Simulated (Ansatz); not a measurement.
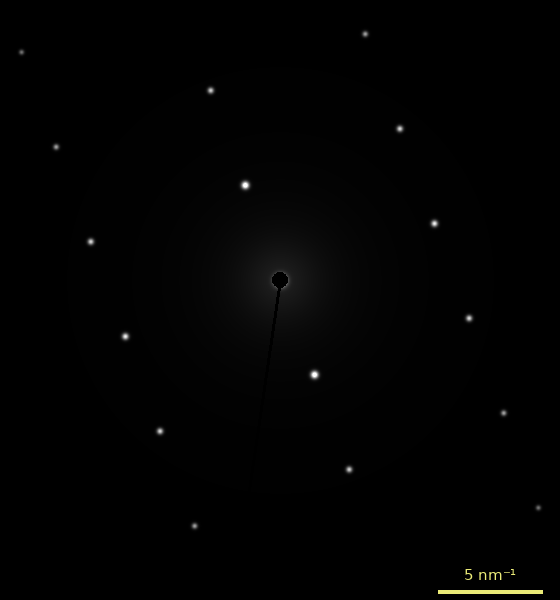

Kinematic zone-axis pattern, calculated for 200 keV electrons with B = 0.5 Å².

### What net do the spots form, and what spacings does it show?

The spots form a rectangular net whose two shortest vectors correspond to d = 2.06 Å and 1.26 Å, 90.0° apart. Fainter spots between these are below the display threshold.

### What is the point symmetry of the pattern, intensities included?

2mm. A zero-layer kinematic pattern is always centrosymmetric (Friedel's law).

### What was simulated?

This cannot be fixed from one zone alone; the pattern is [210] of Cu, space group R-3m (No. 166), a = 2.521 Å, c = 18.504 Å (hexagonal axes). The net vectors are 0 0 9 and 1 -2 0. Structure: the geometry relaxed with DFT PBEsol, scalar-relativistic, plane waves, PAW in Ansatz 0.2.0; the starting structure was generated, so it need not be a known form of this composition.
